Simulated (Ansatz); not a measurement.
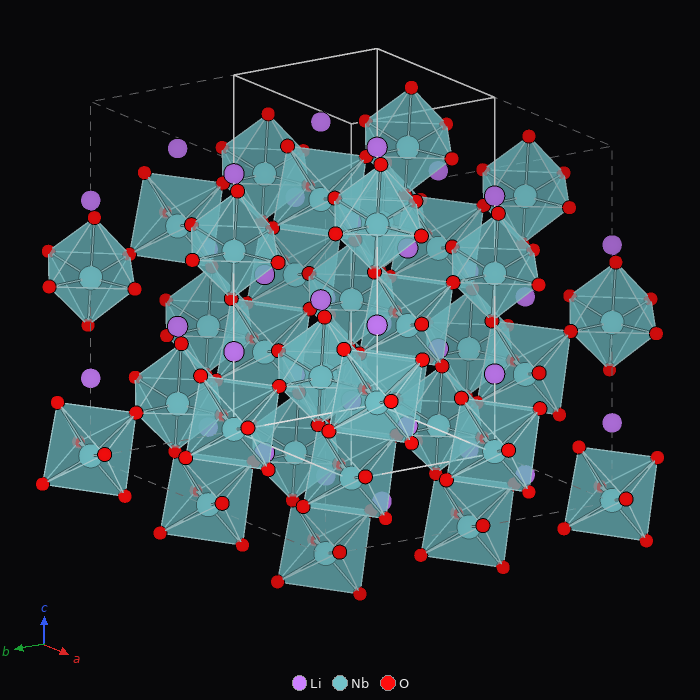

Polyhedra are drawn about Nb (bonds: Nb–O below 2.4 Å); other atoms are plain spheres.

The compound is LiNbO₃ (space group R3c, No. 161), taken as the geometry relaxed (final pressure about 1.5 GPa) with DFT, PAW plane waves, r2scan in Ansatz 0.2.0.

Sharing among the drawn polyhedra:

```tsv
site	polyhedron	corner-sharing neighbours	edge-sharing	face-sharing	bond (Å)
Nb	NbO6 octahedron	6	0	0	1.88–2.13
```

They form a three-dimensional framework of corner-sharing octahedra.
